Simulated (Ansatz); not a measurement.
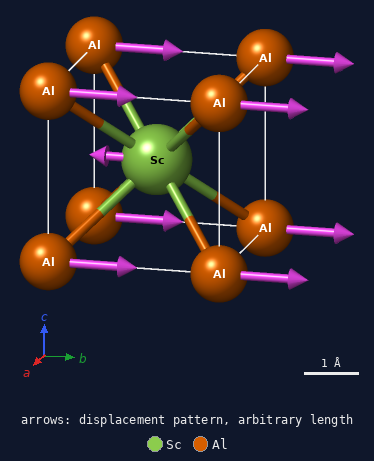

One vibrational mode of solid ScAl at 0.98 times its rest volume at the zone centre. Displacements are drawn as pink arrows; their common scale and sign are arbitrary. Style: ball-and-stick. Shown: the cell of the calculation, slightly off an axis.

Level of theory: Ansatz, DFT LDA, scalar-relativistic, plane waves, PAW.

Input
```yaml
crystal:
  lattice:
    - [3.2881605758, 0.0, 0.0]
    - [0.0, 3.2881605758, 0.0]
    - [0.0, 0.0, 3.2881605758]
  atoms:
    - { symbol: Sc, position: [0.5, 0.5, 0.5] }
    - { symbol: Al, position: [0.0, 0.0, 0.0] }
basis:
  ecutwfc: 420
kpoints:
  mp_grid: { grid: [12, 12, 12] }
hamiltonian:
  xc: lda
scf:
  occupations: { method: fermi_dirac, width: 0.15 }
output:
  eigenvalues: true
phonons:
  method: dfpt
  eigenvectors: true
  qmesh: [2, 2, 2]
  temperatures: { t_max: 1000, t_step: 100 }
  qpath:
    path:
      - [[0.0, 0.0, 0.0], [0.0, 0.5, 0.0], [0.5, 0.5, 0.0], [0.0, 0.0, 0.0], [0.5, 0.5, 0.5], [0.0, 0.5, 0.0]]
      - [[0.5, 0.5, 0.5], [0.5, 0.5, 0.0]]
    npoints: 8
```

Run as
```bash
ansatz run input.yaml --threads 2 --pin off --max-ram 6144MiB --backend cpu --events-out ev --progress --plain --runs-dir out
```

The frequencies depend somewhat on the k-mesh and the smearing.

### Describe the mode and give its frequency.

This is the T₁u mode (triply degenerate; one member of the set is drawn) at 305 cm⁻¹, the only optical level, infrared-active by symmetry. The Al sublattice moves against the Sc sublattice, along b; the kinetic energy is shared as Al 62 %, Sc 38 %. The crystal is a metal, so free carriers screen the infrared response.
